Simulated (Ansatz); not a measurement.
**Two runs on WSe2**

System: WSe2 (P6₃/mmc, 6 atoms in the cell).
Method of run A: DFT PBE, scalar-relativistic, plane waves, PAW, no spin polarisation (Ansatz 0.2.0).

The structure derives from a Materials Project entry. Text and figures count atoms from 1; the logs count them from 0 in places.

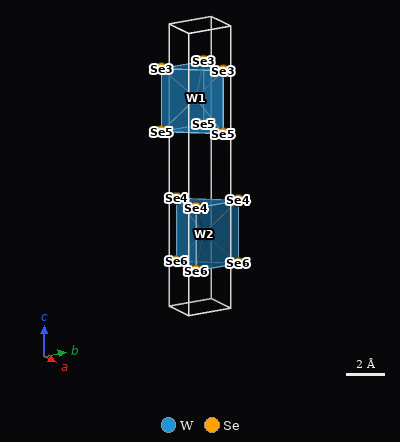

Fig. 1: The structure (polyhedral view of the cell of the calculation, seen slightly off an axis; polyhedra are completed across the faces of the cell; atoms are numbered from 1 in the order of the input). An atom can appear more than once, as a periodic image.

Input, run A:
```yaml
crystal:
  lattice:
    - [3.3209866793, 0.0, 0.0]
    - [-1.6604933396, 2.8760588299, 0.0]
    - [0.0, 0.0, 15.0438209013]
  atoms:
    - { symbol: W, position: [0.6666666667, 0.3333333333, 0.75] }
    - { symbol: W, position: [0.3333333333, 0.6666666667, 0.25] }
    - { symbol: Se, position: [0.3333333333, 0.6666666667, 0.861543119] }
    - { symbol: Se, position: [0.6666666667, 0.3333333333, 0.361543119] }
    - { symbol: Se, position: [0.3333333333, 0.6666666667, 0.638456881] }
    - { symbol: Se, position: [0.6666666667, 0.3333333333, 0.138456881] }
basis:
  ecutwfc: 420
kpoints:
  mp_grid: { grid: [12, 12, 2] }
  band_path: { path: [VBM, CBM], npoints: 2 }
hamiltonian:
  xc: pbe
scf:
  occupations: { method: gaussian, width: 0.02 }
output:
  forces: true
  stress: true
  eigenvalues: true
checkpoint:
  read: start.run
  write: ck
  compress: false
  write_wavefunctions: false
  write_every: 100000
```

Command:
```bash
ansatz run input.yaml --threads 1 --pin off --max-ram 2560MiB --backend cpu --events-out ev --progress --plain --runs-dir out
```

Hardware: 1 thread of Intel Xeon (Granite Rapids), 32 GiB of memory available, shared host.

Output, shortened to warnings, some set-up lines, iterations and results (run A):
```
Basis set: ecut = 420 eV, 2823 PW (Γ), exchange–correlation on 48×48×216 points (8 copies of the dense FFT grid, shifted against one another)
Symmetry: 24 space group operations
k-points: 38 of 288
Initial density: read from a saved state, or passed on in memory by an earlier SCF of this step, an earlier step, the calling program or the single point that the run made first
[...]
SCF iter   1: F=—  HF=-42649.329865 eV  |F-HF|=—  |Δ(HF+E_count)|=         —  Δρ=2.94e-6  dr2=1.45e-8  ethr=5.70e-8  ⟨swp⟩=4.0  Hψ=13977  notcnv=0
SCF iter   2: F=-42649.329865 eV  HF=-42649.329865 eV  |F-HF|=3.36e-8  |Δ(HF+E_count)|=   4.21e-8  Δρ=1.96e-6  dr2=6.53e-9  ethr=1.58e-11  ⟨swp⟩=7.6  Hψ=9052  notcnv=0
SCF 1 converged in 2 iterations: F = -42649.329865 eV  dr2 = 6.53e-9
NSCF: frozen V_eff on 28 k-points
NSCF: frozen V_eff on 28 k-points
NSCF: frozen V_eff on 28 k-points
NSCF: frozen V_eff on 28 k-points
NSCF: frozen V_eff on 8 k-points
NSCF: frozen V_eff on 21 k-points
NSCF: frozen V_eff on 16 k-points
NSCF: frozen V_eff on 13 k-points
NSCF: frozen V_eff on 17 k-points
NSCF: frozen V_eff on 3 k-points
NSCF: frozen V_eff on 7 k-points
NSCF: frozen V_eff on 5 k-points
NSCF: frozen V_eff on 13 k-points
NSCF: frozen V_eff on 3 k-points
SCF converged after 2 iterations
Free energy (F): -42649.329865 eV
Harris-Foulkes:  -42649.329865 eV  (|F-HF|=3.36e-8)
Internal energy: -42649.329865 eV  (E = F + TS)
E sigma→0 (E₀):  -42649.329865 eV
Fermi energy:    10.678017 eV
--- Per-component energies (eV) ---
  E_band       = -1930.958260
  E_kinetic    = 1375.194902
  E_local      = -14852.074497  (includes V_loc(G=0)·N_el)
  E_nonlocal   = -2379.723265
  E_hartree    = 7086.471182
  E_xc         = -951.261954
  E_vxc        = -871.101900  (∫ρ·V_xc dr)
  E_paw        = -24771.203979  (= ΣΔE_a)
  E_vpaw       = 623.809801  (= ΣTr[D̂ρ^β])
  E_aug_tail   = -0.002488  (compensation charges beyond the density's cutoff)
  E_ewald      = -8156.729767
  E_smearing   = -0.000000  (= −TS)
  E_closure    = 0.000000  (closes the sum)
  Σ components = -42649.329865   (vs F -42649.329865, Δ=0.00e0)
--- Forces (eV/Å), atoms counted from 1 ---
  atom   1  W     -0.00000000     0.00000000     0.00000000
  atom   2  W      0.00000000    -0.00000000     0.00000000
  atom   3  Se     0.00000000    -0.00000000     0.00121220
  atom   4  Se     0.00000000     0.00000000     0.00121220
  atom   5  Se    -0.00000000    -0.00000000    -0.00121220
  atom   6  Se     0.00000000     0.00000000    -0.00121220
  max |Σ_I F_I| component: 1.39e-17 eV/Å
--- Stress (GPa, compression-positive) ---
        0.000287      -0.000000       0.000000
       -0.000000       0.000287       0.000000
        0.000000       0.000000       0.037582
  P = ⅓ Tr σ = 0.0127 GPa (0.127 kbar)
```

For run B the input was changed thus:
```diff
-    - [3.3209866793, 0.0, 0.0]
-    - [-1.6604933396, 2.8760588299, 0.0]
-    - [0.0, 0.0, 15.0438209013]
+    - [3.2877768125, 0.0, 0.0]
+    - [-1.6438884063, 2.8472982416, 0.0]
+    - [0.0, 0.0, 14.8933826923]
-    - { symbol: Se, position: [0.3333333333, 0.6666666667, 0.861543119] }
-    - { symbol: Se, position: [0.6666666667, 0.3333333333, 0.361543119] }
-    - { symbol: Se, position: [0.3333333333, 0.6666666667, 0.638456881] }
-    - { symbol: Se, position: [0.6666666667, 0.3333333333, 0.138456881] }
+    - { symbol: Se, position: [0.3333333333, 0.6666666667, 0.8635178742] }
+    - { symbol: Se, position: [0.6666666667, 0.3333333333, 0.3635178742] }
+    - { symbol: Se, position: [0.3333333333, 0.6666666667, 0.6364821258] }
+    - { symbol: Se, position: [0.6666666667, 0.3333333333, 0.1364821258] }
```

Predict how the results change.

With the same functional and potentials, run B lies 3.0 meV per atom higher. The gap on the mesh goes from 1.46 to 1.37 eV. The pressure goes from 0.01 to 1.34 GPa. The volume per atom goes from 23.95 to 23.24 Å³. The plane waves at Γ go from 2823 to 2773.

Output, shortened to warnings, some set-up lines, iterations and results (run B):
```
Basis set: ecut = 420 eV, 2773 PW (Γ), exchange–correlation on 48×48×200 points (8 copies of the dense FFT grid, shifted against one another)
Symmetry: 24 space group operations
k-points: 38 of 288
Initial density: read from a saved state, or passed on in memory by an earlier SCF of this step, an earlier step, the calling program or the single point that the run made first
[...]
SCF iter   1: F=—  HF=-42649.312045 eV  |F-HF|=—  |Δ(HF+E_count)|=         —  Δρ=4.33e-6  dr2=3.14e-8  ethr=4.50e-8  ⟨swp⟩=4.1  Hψ=14122  notcnv=0
SCF iter   2: F=-42649.312045 eV  HF=-42649.312045 eV  |F-HF|=2.21e-9  |Δ(HF+E_count)|=   1.17e-7  Δρ=2.59e-6  dr2=1.26e-8  ethr=3.41e-11  ⟨swp⟩=7.4  Hψ=8977  notcnv=0
SCF 1 converged in 2 iterations: F = -42649.312045 eV  dr2 = 1.26e-8
NSCF: frozen V_eff on 28 k-points
NSCF: frozen V_eff on 28 k-points
NSCF: frozen V_eff on 28 k-points
NSCF: frozen V_eff on 28 k-points
NSCF: frozen V_eff on 14 k-points
NSCF: frozen V_eff on 10 k-points
NSCF: frozen V_eff on 10 k-points
NSCF: frozen V_eff on 8 k-points
NSCF: frozen V_eff on 16 k-points
NSCF: frozen V_eff on 3 k-points
NSCF: frozen V_eff on 7 k-points
NSCF: frozen V_eff on 5 k-points
NSCF: frozen V_eff on 13 k-points
NSCF: frozen V_eff on 3 k-points
SCF converged after 2 iterations
Free energy (F): -42649.312045 eV
Harris-Foulkes:  -42649.312045 eV  (|F-HF|=2.21e-9)
Internal energy: -42649.312045 eV  (E = F + TS)
E sigma→0 (E₀):  -42649.312045 eV
Fermi energy:    11.109823 eV
--- Per-component energies (eV) ---
  E_band       = -1889.322818
  E_kinetic    = 1377.148599
  E_local      = -14423.471946  (includes V_loc(G=0)·N_el)
  E_nonlocal   = -2379.826484
  E_hartree    = 6892.549265
  E_xc         = -952.114591
  E_vxc        = -872.242499  (∫ρ·V_xc dr)
  E_paw        = -24771.141602  (= ΣΔE_a)
  E_vpaw       = 623.972952  (= ΣTr[D̂ρ^β])
  E_aug_tail   = -0.002508  (compensation charges beyond the density's cutoff)
  E_ewald      = -8392.452778
  E_smearing   = -0.000000  (= −TS)
  E_closure    = 0.000000  (closes the sum)
  Σ components = -42649.312045   (vs F -42649.312045, Δ=0.00e0)
--- Forces (eV/Å), atoms counted from 1 ---
  atom   1  W     -0.00000000     0.00000000    -0.00000000
  atom   2  W      0.00000000     0.00000000     0.00000000
  atom   3  Se     0.00000000    -0.00000000    -0.00430176
  atom   4  Se    -0.00000000     0.00000000    -0.00430176
  atom   5  Se     0.00000000    -0.00000000     0.00430176
  atom   6  Se    -0.00000000     0.00000000     0.00430176
  max |Σ_I F_I| component: 9.25e-18 eV/Å
--- Stress (GPa, compression-positive) ---
        1.986788       0.000000       0.000000
        0.000000       1.986788       0.000000
        0.000000       0.000000       0.044851
  P = ⅓ Tr σ = 1.3395 GPa (13.395 kbar)
```

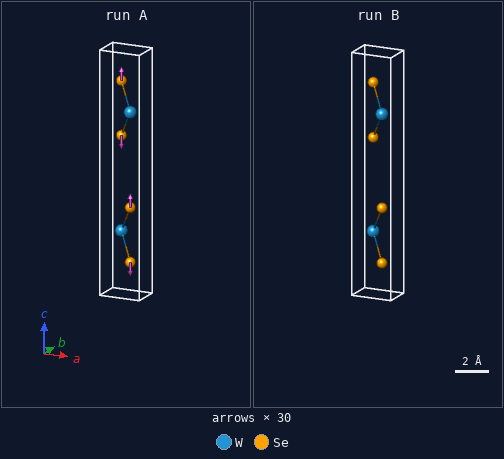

Fig. 2: The two input geometries at one scale (ball-and-stick view of the cell of the calculation, seen slightly off an axis). The pink arrows on the first give the shifts of the atoms relative to the cell, magnified 30 times. The largest moves relative to the cell, 0.029 Å, are those of Se atoms. W stays in place. The drawn cell changes as follows: a = b 3.321 → 3.288 Å (−1.0 %), c 15.044 → 14.893 Å (−1.0 %); the volume changes by −3.0 %. Among the contacts that change: Se–W 2.548 → 2.542 Å.

The two runs side by side:

| quantity | run A | run B |
| --- | --- | --- |
| outcome | converged | converged |
| free energy per atom (eV) | −7108.2216 | −7108.2187 |
| gap on the mesh (eV) | 1.46 | 1.37 |
| pressure (GPa) | 0.01 | 1.34 |
| volume per atom (Å³) | 23.95 | 23.24 |
| largest force (eV/Å) | 0.001 | 0.004 |
| irreducible k-points | 38 | 38 |
| plane waves at Γ | 2823 | 2773 |
| wall time (shared host) | 20 s | 19 s |

For both runs: Spin–orbit coupling is left out, which matters for W.
